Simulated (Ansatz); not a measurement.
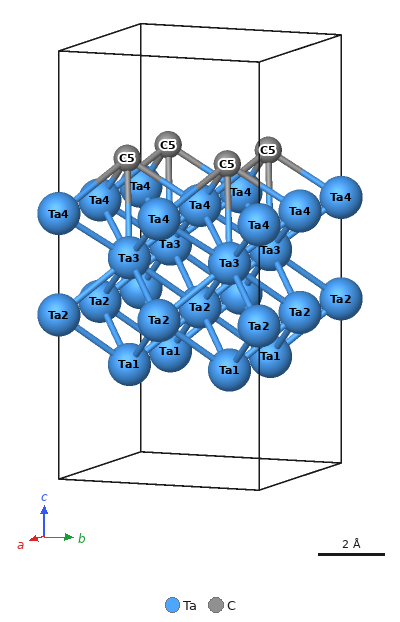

*The structure as given in the input (ball-and-stick view of the 2 × 2 repeat of the cell, with the vacuum cut short, seen slightly off an axis; atoms are numbered from 1 in the order of the input). An atom can appear more than once, as a periodic image.*

**Geometry relaxation, with input and output: Ta4C (part 1 of 2)**

- system: Ta4C (slab, 5 atoms in the cell)
- method: DFT PBE, scalar-relativistic, plane waves, PAW, PAW set soft_1, no spin polarisation (Ansatz 0.2.0)

The structure derives from an entry of the Crystallography Open Database. The input holds or restrains some coordinates. Forces given for the steps count only the free coordinates. Figures and captions count atoms from 1; the log counts them from 0 in places.

Output
```
Engine: ansatz 0.2.0, aarch64-unknown-linux-gnu
Pseudopotentials: kind: paw
Pseudopotential: Ta, paw, valence charge 13, recommended cutoff 420 eV (normal), [file]
Pseudopotential: C, paw, valence charge 4, recommended cutoff 420 eV (normal), [file]
Functional definition: PBE
  parameter kappa = 0.804
  parameter beta = 0.06672455060314922
  exchange = pbe_x(kappa = kappa, mu = beta*pi^2/3)
  correlation = pbe_c(beta = beta)
Crystal: 5 atoms, lattice volume = 223.612 Å³
Basis set: ecut = 420 eV, 4411 PW (Γ), exchange–correlation on 48×48×288 points (8 copies of the dense FFT grid, shifted against one another)
Bands: 34, of which v1, the nominal top of the filled ones, is band 28 counted from 1 (27 counted from 0)
Symmetry: 1 space group operations
Space group: P1 (ITA 1), of the structure as read, at distance tolerance 6.1e-5 Å
k-points: 34 of 64 (time reversal used)
Non-local potential: Ta, projectors of the file, l = 0: 3, l = 1: 2, l = 2: 2, l = 3: 1
Non-local potential: C, projectors of the file, l = 0: 2, l = 1: 2, l = 2: 1
PAW form: soft (Blöchl's): semilocal exchange-correlation on the pseudo side does not see the compensation charge
PAW one-centre angular grid: Ta, 590 points (default); XC on 64 Gauss nodes
PAW one-centre angular grid: C, 110 points (default); XC on 64 Gauss nodes
Initial density: superposition of atomic densities (neutral atoms: chi_scale 0, normalization atom)
Initial wavefunctions: pseudopotential atomic-orbital guess
Functional: x = pbe(κ = 0.804, μ = 0.2195149727645171), c = pbe(β = 0.06672455060314922)
SCF iter   1: F=—  HF=-39981.327379 eV  |F-HF|=—  |Δ(HF+E_count)|=         —  Δρ=4.91e-2  dr2=4.99e1  ethr=3.10e-3  p=0.000 e·Å  D=4.47e-7 V/Å  ΔV_dip=-0.00 eV  dr2_dipole=1.83e1  V_vac-E_F(+/−)=7.39/7.39 eV  ⟨swp⟩=8.9  Hψ=5896  notcnv=0
efield: sawtooth ramp at fractional position 0.8312 (placed from the atoms, in the widest stretch of the axis that holds none; the zero of the levels goes with the place), width 0.0400; the density the first Hamiltonian is built on has a dipole p = 0.000 e·Å; the dipole correction subtracts the counter field D = 4.47e-7 V/Å, which shifts the + side's vacuum level by -0.00 eV against the − side's; the planar-averaged density in the ramp window peaks in size at 2.3e-6 e/Å³
preconditioner: auto → LDOS  [metal: Δε(μ)=0.058 eV  Ē_g=4.710 eV  σ=0.100 eV  W_gap=0.31  n_scr=40 (ndim 8)  ℏωp=12.2 eV  f_vac=0.522  D(μ)=3.16/eV (n_scr^D=10)  β→1.0]
SCF iter   2: F=—  HF=-39989.885308 eV  |F-HF|=—  |Δ(HF+E_count)|=    8.56e0  Δρ=1.01e-1  dr2=4.77e2  ethr=3.10e-3  p=-0.582 e·Å  D=-4.71e-1 V/Å  ΔV_dip=9.55 eV  dr2_dipole=2.70e2  V_vac-E_F(+/−)=7.62/-1.93 eV  ⟨swp⟩=12.0  Hψ=6581  notcnv=0  defer=49  recentre
SCF iter   3: F=—  HF=-39978.956127 eV  |F-HF|=—  |Δ(HF+E_count)|=    1.09e1  Δρ=3.15e-2  dr2=2.58e1  ethr=3.10e-3  p=-0.064 e·Å  D=-5.22e-2 V/Å  ΔV_dip=1.06 eV  dr2_dipole=1.03e1  V_vac-E_F(+/−)=7.18/6.13 eV  ⟨swp⟩=8.6  Hψ=5572  notcnv=0  defer=18
SCF iter   4: F=—  HF=-39977.630379 eV  |F-HF|=—  |Δ(HF+E_count)|=    1.33e0  Δρ=5.73e-3  dr2=8.76e-1  ethr=3.10e-3  p=0.066 e·Å  D=5.38e-2 V/Å  ΔV_dip=-1.09 eV  dr2_dipole=7.06e-1  V_vac-E_F(+/−)=6.75/7.81 eV  ⟨swp⟩=5.1  Hψ=2395  notcnv=0  defer=37
SCF iter   5: F=—  HF=-39977.511888 eV  |F-HF|=—  |Δ(HF+E_count)|=   1.18e-1  Δρ=2.65e-3  dr2=8.04e-2  ethr=1.56e-3  p=-0.032 e·Å  D=-2.60e-2 V/Å  ΔV_dip=0.53 eV  dr2_dipole=4.97e-2  V_vac-E_F(+/−)=6.71/6.17 eV  ⟨swp⟩=3.5  Hψ=1554  notcnv=0  defer=33
SCF iter   6: F=—  HF=-39977.487481 eV  |F-HF|=—  |Δ(HF+E_count)|=   2.44e-2  Δρ=2.24e-3  dr2=3.38e-2  ethr=1.44e-4  p=-0.184 e·Å  D=-1.49e-1 V/Å  ΔV_dip=3.02 eV  dr2_dipole=9.15e-4  V_vac-E_F(+/−)=6.56/3.55 eV  ⟨swp⟩=3.6  Hψ=1959  notcnv=0  defer=28
SCF iter   7: F=—  HF=-39977.484442 eV  |F-HF|=—  |Δ(HF+E_count)|=   3.04e-3  Δρ=5.30e-4  dr2=1.04e-2  ethr=6.03e-5  p=-0.178 e·Å  D=-1.44e-1 V/Å  ΔV_dip=2.93 eV  dr2_dipole=7.51e-3  V_vac-E_F(+/−)=6.54/3.62 eV  ⟨swp⟩=2.6  Hψ=1676  notcnv=0  defer=25
SCF iter   8: F=—  HF=-39977.483335 eV  |F-HF|=—  |Δ(HF+E_count)|=   1.11e-3  Δρ=2.70e-4  dr2=2.49e-3  ethr=1.86e-5  p=-0.158 e·Å  D=-1.28e-1 V/Å  ΔV_dip=2.59 eV  dr2_dipole=1.20e-3  V_vac-E_F(+/−)=6.52/3.93 eV  ⟨swp⟩=2.1  Hψ=1334  notcnv=0  defer=24
SCF iter   9: F=—  HF=-39977.483262 eV  |F-HF|=—  |Δ(HF+E_count)|=   7.25e-5  Δρ=1.34e-4  dr2=8.78e-4  ethr=4.44e-6  p=-0.156 e·Å  D=-1.26e-1 V/Å  ΔV_dip=2.56 eV  dr2_dipole=5.17e-4  V_vac-E_F(+/−)=6.52/3.96 eV  ⟨swp⟩=1.9  Hψ=1400  notcnv=0  defer=24
SCF iter  10: F=-39977.483334 eV  HF=-39977.483333 eV  |F-HF|=5.00e-7  |Δ(HF+E_count)|=   7.09e-5  Δρ=3.88e-5  dr2=8.19e-6  ethr=2.79e-8  p=-0.152 e·Å  D=-1.23e-1 V/Å  ΔV_dip=2.50 eV  dr2_dipole=3.61e-7  V_vac-E_F(+/−)=6.52/4.02 eV  ⟨swp⟩=26.2  Hψ=14358  notcnv=0
SCF 1 converged in 10 iterations: F = -39977.483334 eV  dr2 = 8.19e-6
  greatest PAW one-centre occupation: 0.999 electrons in one spin orbital (limit 2), on the Ta atom at site 1 (counted from 0), in its partial waves of l = 0
relax step   1: F+E_penalty+E_count = -39977.48333391 eV  Δ(F+E_penalty+E_count) = +0.000e0 eV  max|allowed force component| = 3.380e0 eV/Å  Δτ_max = 0.0000 Å  (10 SCF iters, dr2 threshold 1.56e-5 eV, accepted)
Initial density: handed on by an earlier stage of this run
Initial wavefunctions: those handed on with the density
iter 1 solved again at ethr=1.86e-3 eV; its pass at ethr=3.10e-3 eV (dr2=1.04e0 eV) is discarded
SCF iter   1: F=—  HF=-39978.111551 eV  |F-HF|=—  |Δ(HF+E_count)|=         —  Δρ=1.08e-2  dr2=1.05e0  ethr=1.86e-3  p=-0.152 e·Å  D=-1.23e-1 V/Å  ΔV_dip=2.50 eV  dr2_dipole=3.29e-1  V_vac-E_F(+/−)=6.59/4.09 eV  ⟨swp⟩=1.0  Hψ=4010  notcnv=0  defer=17
efield: sawtooth ramp at fractional position 0.8312 (handed on by an earlier solve), width 0.0400; the density the first Hamiltonian is built on has a dipole p = -0.152 e·Å; the dipole correction subtracts the counter field D = -1.23e-1 V/Å, which shifts the + side's vacuum level by +2.50 eV against the − side's; the planar-averaged density in the ramp window peaks in size at 3.2e-6 e/Å³
preconditioner: auto → LDOS  [metal: Δε(μ)=0.031 eV  Ē_g=4.108 eV  σ=0.100 eV  W_gap=0.18  n_scr=40 (ndim 8)  ℏωp=12.2 eV  f_vac=0.534  D(μ)=3.74/eV (n_scr^D=10)  β→1.0]
SCF iter   2: F=—  HF=-39978.061888 eV  |F-HF|=—  |Δ(HF+E_count)|=   4.97e-2  Δρ=4.96e-3  dr2=1.64e-1  ethr=1.86e-3  p=-0.145 e·Å  D=-1.18e-1 V/Å  ΔV_dip=2.39 eV  dr2_dipole=3.46e-2  V_vac-E_F(+/−)=6.41/4.02 eV  ⟨swp⟩=2.3  Hψ=1726  notcnv=0  defer=17
SCF iter   3: F=—  HF=-39978.052468 eV  |F-HF|=—  |Δ(HF+E_count)|=   9.42e-3  Δρ=2.30e-3  dr2=4.57e-2  ethr=2.92e-4  p=-0.145 e·Å  D=-1.18e-1 V/Å  ΔV_dip=2.39 eV  dr2_dipole=8.93e-3  V_vac-E_F(+/−)=6.41/4.02 eV  ⟨swp⟩=2.2  Hψ=1855  notcnv=0  defer=16
SCF iter   4: F=—  HF=-39978.049243 eV  |F-HF|=—  |Δ(HF+E_count)|=   3.22e-3  Δρ=5.36e-4  dr2=2.82e-3  ethr=8.16e-5  p=-0.144 e·Å  D=-1.16e-1 V/Å  ΔV_dip=2.36 eV  dr2_dipole=9.10e-4  V_vac-E_F(+/−)=6.38/4.02 eV  ⟨swp⟩=2.0  Hψ=1588  notcnv=0  defer=18
SCF iter   5: F=—  HF=-39978.049075 eV  |F-HF|=—  |Δ(HF+E_count)|=   1.68e-4  Δρ=2.57e-4  dr2=3.50e-4  ethr=5.03e-6  p=-0.143 e·Å  D=-1.16e-1 V/Å  ΔV_dip=2.35 eV  dr2_dipole=4.44e-5  V_vac-E_F(+/−)=6.37/4.02 eV  ⟨swp⟩=2.0  Hψ=1523  notcnv=0  defer=18
SCF iter   6: F=-39978.049038 eV  HF=-39978.049050 eV  |F-HF|=1.19e-5  |Δ(HF+E_count)|=   2.46e-5  Δρ=5.88e-5  dr2=1.65e-5  ethr=1.79e-7  p=-0.142 e·Å  D=-1.15e-1 V/Å  ΔV_dip=2.34 eV  dr2_dipole=4.63e-7  V_vac-E_F(+/−)=6.36/4.02 eV  ⟨swp⟩=20.3  Hψ=13007  notcnv=0
SCF 2 converged in 6 iterations: F = -39978.049038 eV  dr2 = 1.65e-5
relax step   2: F+E_penalty+E_count = -39978.04903840 eV  Δ(F+E_penalty+E_count) = -5.657e-1 eV  max|allowed force component| = 2.307e0 eV/Å  Δτ_max = 0.1950 Å  (6 SCF iters, dr2 threshold 1.00e-4 eV, accepted)
iter 1 solved again at ethr=1.76e-3 eV; its pass at ethr=3.10e-3 eV (dr2=9.86e-1 eV) is discarded
SCF iter   1: F=—  HF=-39978.420979 eV  |F-HF|=—  |Δ(HF+E_count)|=         —  Δρ=1.12e-2  dr2=1.00e0  ethr=1.76e-3  p=-0.142 e·Å  D=-1.15e-1 V/Å  ΔV_dip=2.34 eV  dr2_dipole=2.78e-1  V_vac-E_F(+/−)=6.44/4.10 eV  ⟨swp⟩=1.0  Hψ=4032  notcnv=0  defer=18
efield: sawtooth ramp at fractional position 0.8312 (handed on by an earlier solve), width 0.0400; the density the first Hamiltonian is built on has a dipole p = -0.142 e·Å; the dipole correction subtracts the counter field D = -1.15e-1 V/Å, which shifts the + side's vacuum level by +2.34 eV against the − side's; the planar-averaged density in the ramp window peaks in size at 6.6e-6 e/Å³
preconditioner: auto → LDOS  [metal: Δε(μ)=0.007 eV  Ē_g=4.270 eV  σ=0.100 eV  W_gap=0.04  n_scr=40 (ndim 8)  ℏωp=12.2 eV  f_vac=0.541  D(μ)=4.51/eV (n_scr^D=16)  β→1.0]
SCF iter   2: F=—  HF=-39978.354063 eV  |F-HF|=—  |Δ(HF+E_count)|=   6.69e-2  Δρ=5.31e-3  dr2=6.61e-2  ethr=1.76e-3  p=-0.128 e·Å  D=-1.04e-1 V/Å  ΔV_dip=2.10 eV  dr2_dipole=9.56e-4  V_vac-E_F(+/−)=6.13/4.03 eV  ⟨swp⟩=2.1  Hψ=1720  notcnv=0  defer=18
SCF iter   3: F=—  HF=-39978.344643 eV  |F-HF|=—  |Δ(HF+E_count)|=   9.42e-3  Δρ=2.43e-3  dr2=4.67e-2  ethr=1.18e-4  p=-0.131 e·Å  D=-1.06e-1 V/Å  ΔV_dip=2.15 eV  dr2_dipole=1.00e-2  V_vac-E_F(+/−)=6.17/4.02 eV  ⟨swp⟩=3.1  Hψ=2471  notcnv=0  defer=18
SCF iter   4: F=—  HF=-39978.341215 eV  |F-HF|=—  |Δ(HF+E_count)|=   3.43e-3  Δρ=1.21e-3  dr2=1.11e-2  ethr=8.34e-5  p=-0.129 e·Å  D=-1.04e-1 V/Å  ΔV_dip=2.12 eV  dr2_dipole=2.56e-3  V_vac-E_F(+/−)=6.14/4.02 eV  ⟨swp⟩=1.2  Hψ=1214  notcnv=0  defer=18
SCF iter   5: F=—  HF=-39978.340566 eV  |F-HF|=—  |Δ(HF+E_count)|=   6.49e-4  Δρ=2.26e-4  dr2=3.81e-4  ethr=1.99e-5  p=-0.127 e·Å  D=-1.03e-1 V/Å  ΔV_dip=2.09 eV  dr2_dipole=1.09e-4  V_vac-E_F(+/−)=6.10/4.01 eV  ⟨swp⟩=2.0  Hψ=1485  notcnv=0  defer=18
SCF iter   6: F=-39978.340582 eV  HF=-39978.340590 eV  |F-HF|=7.75e-6  |Δ(HF+E_count)|=   2.39e-5  Δρ=5.72e-5  dr2=1.13e-5  ethr=1.79e-7  p=-0.127 e·Å  D=-1.03e-1 V/Å  ΔV_dip=2.08 eV  dr2_dipole=1.80e-7  V_vac-E_F(+/−)=6.09/4.01 eV  ⟨swp⟩=20.4  Hψ=13179  notcnv=0
SCF 3 converged in 6 iterations: F = -39978.340582 eV  dr2 = 1.13e-5
  Residual-converged pass: ⟨swp⟩=1.0  Hψ=1292  notcnv=0  max |occ|·‖R‖ = 7.1e-9 eV (tolerance 1.0e-8 eV)  dr2=1.13e-5  dr2_onsite=1.64e-7  max |Δocc| = 3.0e-10
relax step   3: F+E_penalty+E_count = -39978.34058226 eV  Δ(F+E_penalty+E_count) = -2.915e-1 eV  max|allowed force component| = 6.013e-1 eV/Å  Δτ_max = 0.1950 Å  (6 SCF iters, dr2 threshold 1.00e-4 eV, accepted)
SCF iter   1: F=—  HF=-39978.370130 eV  |F-HF|=—  |Δ(HF+E_count)|=         —  Δρ=4.21e-3  dr2=1.29e-1  ethr=2.41e-3  p=-0.127 e·Å  D=-1.03e-1 V/Å  ΔV_dip=2.08 eV  dr2_dipole=3.17e-2  V_vac-E_F(+/−)=6.13/4.05 eV  ⟨swp⟩=3.0  Hψ=2268  notcnv=0  defer=18
efield: sawtooth ramp at fractional position 0.8312 (handed on by an earlier solve), width 0.0400; the density the first Hamiltonian is built on has a dipole p = -0.127 e·Å; the dipole correction subtracts the counter field D = -1.03e-1 V/Å, which shifts the + side's vacuum level by +2.08 eV against the − side's; the planar-averaged density in the ramp window peaks in size at 6.8e-6 e/Å³
preconditioner: auto → LDOS  [metal: Δε(μ)=0.037 eV  Ē_g=4.297 eV  σ=0.100 eV  W_gap=0.21  n_scr=40 (ndim 8)  ℏωp=12.2 eV  f_vac=0.544  D(μ)=4.54/eV (n_scr^D=16)  β→1.0]
SCF iter   2: F=—  HF=-39978.358847 eV  |F-HF|=—  |Δ(HF+E_count)|=   1.13e-2  Δρ=2.01e-3  dr2=9.13e-3  ethr=2.30e-4  p=-0.119 e·Å  D=-9.65e-2 V/Å  ΔV_dip=1.96 eV  dr2_dipole=2.45e-4  V_vac-E_F(+/−)=5.97/4.01 eV  ⟨swp⟩=2.0  Hψ=1907  notcnv=0  defer=18
SCF iter   3: F=—  HF=-39978.357739 eV  |F-HF|=—  |Δ(HF+E_count)|=   1.11e-3  Δρ=8.62e-4  dr2=4.81e-3  ethr=1.63e-5  p=-0.121 e·Å  D=-9.79e-2 V/Å  ΔV_dip=1.99 eV  dr2_dipole=8.93e-4  V_vac-E_F(+/−)=6.00/4.01 eV  ⟨swp⟩=3.0  Hψ=2136  notcnv=0  defer=18
SCF iter   4: F=—  HF=-39978.357235 eV  |F-HF|=—  |Δ(HF+E_count)|=   5.04e-4  Δρ=3.95e-4  dr2=9.39e-4  ethr=8.59e-6  p=-0.120 e·Å  D=-9.75e-2 V/Å  ΔV_dip=1.98 eV  dr2_dipole=1.60e-4  V_vac-E_F(+/−)=5.99/4.01 eV  ⟨swp⟩=2.0  Hψ=1335  notcnv=0  defer=18
SCF iter   5: F=—  HF=-39978.357151 eV  |F-HF|=—  |Δ(HF+E_count)|=   8.39e-5  Δρ=8.72e-5  dr2=4.39e-5  ethr=1.68e-6  p=-0.120 e·Å  D=-9.70e-2 V/Å  ΔV_dip=1.97 eV  dr2_dipole=8.93e-6  V_vac-E_F(+/−)=5.98/4.01 eV  ⟨swp⟩=2.0  Hψ=1511  notcnv=0  defer=18
SCF iter   6: F=-39978.357151 eV  HF=-39978.357153 eV  |F-HF|=1.11e-6  |Δ(HF+E_count)|=   1.52e-6  Δρ=2.04e-5  dr2=1.79e-6  ethr=4.38e-8  p=-0.120 e·Å  D=-9.68e-2 V/Å  ΔV_dip=1.97 eV  dr2_dipole=1.02e-8  V_vac-E_F(+/−)=5.97/4.01 eV  ⟨swp⟩=20.7  Hψ=12143  notcnv=0
SCF 4 converged in 6 iterations: F = -39978.357151 eV  dr2 = 1.79e-6
  Residual-converged pass: ⟨swp⟩=1.0  Hψ=1293  notcnv=0  max |occ|·‖R‖ = 7.0e-9 eV (tolerance 1.0e-8 eV)  dr2=1.79e-6  dr2_onsite=1.85e-8  max |Δocc| = 4.6e-10
relax step   4: F+E_penalty+E_count = -39978.35715145 eV  Δ(F+E_penalty+E_count) = -1.657e-2 eV  max|allowed force component| = 1.453e-1 eV/Å  Δτ_max = 0.0716 Å  (6 SCF iters, dr2 threshold 2.46e-5 eV, accepted)
SCF iter   1: F=—  HF=-39978.358497 eV  |F-HF|=—  |Δ(HF+E_count)|=         —  Δρ=7.72e-4  dr2=4.51e-3  ethr=8.41e-5  p=-0.120 e·Å  D=-9.68e-2 V/Å  ΔV_dip=1.97 eV  dr2_dipole=1.15e-3  V_vac-E_F(+/−)=5.97/4.00 eV  ⟨swp⟩=2.0  Hψ=1978  notcnv=0  defer=5
efield: sawtooth ramp at fractional position 0.8312 (handed on by an earlier solve), width 0.0400; the density the first Hamiltonian is built on has a dipole p = -0.120 e·Å; the dipole correction subtracts the counter field D = -9.68e-2 V/Å, which shifts the + side's vacuum level by +1.97 eV against the − side's; the planar-averaged density in the ramp window peaks in size at 6.8e-6 e/Å³
preconditioner: auto → LDOS  [metal: Δε(μ)=0.021 eV  Ē_g=4.265 eV  σ=0.100 eV  W_gap=0.12  n_scr=40 (ndim 8)  ℏωp=12.2 eV  f_vac=0.544  D(μ)=4.36/eV (n_scr^D=12)  β→1.0]
SCF iter   2: F=—  HF=-39978.358076 eV  |F-HF|=—  |Δ(HF+E_count)|=   4.21e-4  Δρ=3.73e-4  dr2=3.04e-4  ethr=8.05e-6  p=-0.121 e·Å  D=-9.78e-2 V/Å  ΔV_dip=1.99 eV  dr2_dipole=2.38e-7  V_vac-E_F(+/−)=6.00/4.01 eV  ⟨swp⟩=2.0  Hψ=1777  notcnv=0  defer=5
SCF iter   3: F=—  HF=-39978.358160 eV  |F-HF|=—  |Δ(HF+E_count)|=   8.43e-5  Δρ=1.36e-4  dr2=1.27e-4  ethr=5.43e-7  p=-0.121 e·Å  D=-9.76e-2 V/Å  ΔV_dip=1.98 eV  dr2_dipole=2.56e-5  V_vac-E_F(+/−)=5.99/4.01 eV  ⟨swp⟩=3.0  Hψ=2136  notcnv=0  defer=5
SCF iter   4: F=—  HF=-39978.358149 eV  |F-HF|=—  |Δ(HF+E_count)|=   1.08e-5  Δρ=5.07e-5  dr2=1.66e-5  ethr=2.27e-7  p=-0.121 e·Å  D=-9.77e-2 V/Å  ΔV_dip=1.98 eV  dr2_dipole=2.92e-6  V_vac-E_F(+/−)=5.99/4.01 eV  ⟨swp⟩=2.0  Hψ=1367  notcnv=0  defer=5
SCF iter   5: F=-39978.358148 eV  HF=-39978.358149 eV  |F-HF|=4.54e-7  |Δ(HF+E_count)|=   5.41e-7  Δρ=1.23e-5  dr2=7.37e-7  ethr=2.35e-9  p=-0.121 e·Å  D=-9.78e-2 V/Å  ΔV_dip=1.99 eV  dr2_dipole=1.43e-7  V_vac-E_F(+/−)=6.00/4.01 eV  ⟨swp⟩=16.1  Hψ=11320  notcnv=0
SCF 5 converged in 5 iterations: F = -39978.358148 eV  dr2 = 7.37e-7
relax step   5: F+E_penalty+E_count = -39978.35814828 eV  Δ(F+E_penalty+E_count) = -9.968e-4 eV  max|allowed force component| = 5.249e-5 eV/Å  Δτ_max = 0.0137 Å  (5 SCF iters, dr2 threshold 1.32e-6 eV, accepted)
iter 1 solved again at ethr=1.32e-9 eV; its pass at ethr=3.10e-3 eV (dr2=7.38e-7 eV) is discarded
SCF iter   1: F=—  HF=-39978.358156 eV  |F-HF|=—  |Δ(HF+E_count)|=         —  Δρ=1.23e-5  dr2=7.36e-7  ethr=1.32e-9  p=-0.121 e·Å  D=-9.78e-2 V/Å  ΔV_dip=1.99 eV  dr2_dipole=1.43e-7  V_vac-E_F(+/−)=6.00/4.01 eV  ⟨swp⟩=1.0  Hψ=3128  notcnv=0
efield: sawtooth ramp at fractional position 0.8312 (handed on by an earlier solve), width 0.0400; the density the first Hamiltonian is built on has a dipole p = -0.121 e·Å; the dipole correction subtracts the counter field D = -9.78e-2 V/Å, which shifts the + side's vacuum level by +1.99 eV against the − side's; the planar-averaged density in the ramp window peaks in size at 6.7e-6 e/Å³
preconditioner: auto → LDOS  [metal: Δε(μ)=0.021 eV  Ē_g=4.268 eV  σ=0.100 eV  W_gap=0.12  n_scr=40 (ndim 8)  ℏωp=12.2 eV  f_vac=0.544  D(μ)=4.38/eV (n_scr^D=12)  β→1.0]
SCF iter   2: F=-39978.358149 eV  HF=-39978.358149 eV  |F-HF|=9.24e-9  |Δ(HF+E_count)|=   6.59e-6  Δρ=5.19e-6  dr2=8.44e-8  ethr=1.79e-10  p=-0.121 e·Å  D=-9.78e-2 V/Å  ΔV_dip=1.99 eV  dr2_dipole=4.56e-9  V_vac-E_F(+/−)=6.00/4.01 eV  ⟨swp⟩=9.9  Hψ=9431  notcnv=0
SCF 6 converged in 2 iterations: F = -39978.358149 eV  dr2 = 8.44e-8
relax step   6: F+E_penalty+E_count = -39978.35814893 eV  Δ(F+E_penalty+E_count) = -6.432e-7 eV  max|allowed force component| = 6.810e-4 eV/Å  Δτ_max = 0.0000 Å  (2 SCF iters, accepted)
```

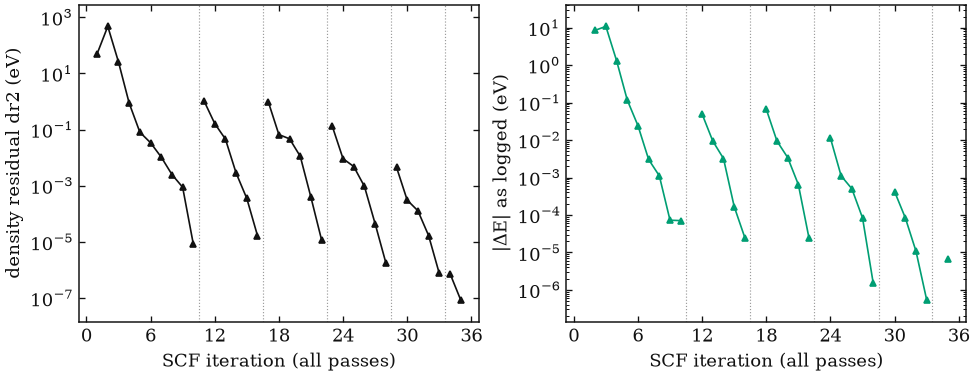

*Convergence of the self-consistent field: density residual dr2 and size of the energy change against the SCF iteration. The dotted lines part the SCF passes of the relaxation: geometry steps, rejected trials and re-solves on a re-selected basis.*

The 6 passes take 2 to 10 iterations each, 35 in all.
